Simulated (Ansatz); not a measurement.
Here is a crystal structure:

```
CELL_PARAMETERS angstrom
10.98763 0.00000 0.00000
-5.49381 9.51557 0.00000
0.00000 0.00000 4.31058
ATOMIC_POSITIONS crystal
Sr 0.50000 0.00000 0.00000
```

### Work out the structure from the coordinates.

The element is strontium. The cell holds one atom. The neighbours of Sr are two Sr in a linear arrangement at 4.31 Å. The bonds build Sr chains along [001].

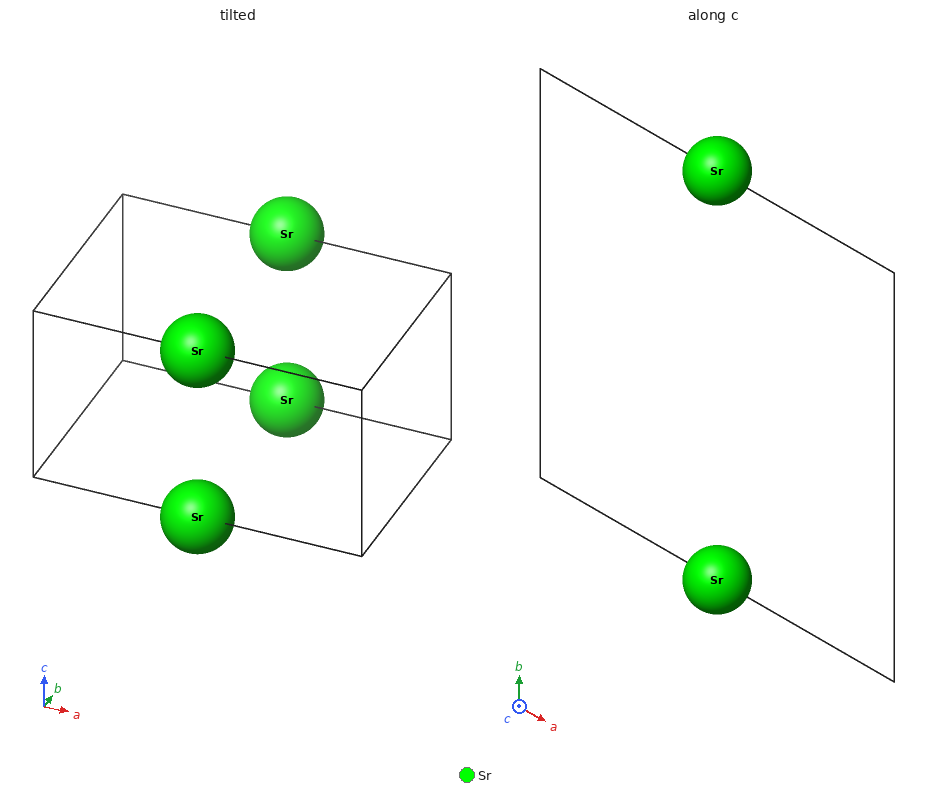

We look at a spheres-only model of the crystal slightly off an axis and along the c axis. Thin lines show the simulation cell, with boundary atoms drawn in all their periodic places. Colours: strontium green.

The structure comes from a structure listed in the Materials Project. The cell was then strained or its atoms displaced on purpose. It was the input of a calculation with Ansatz.
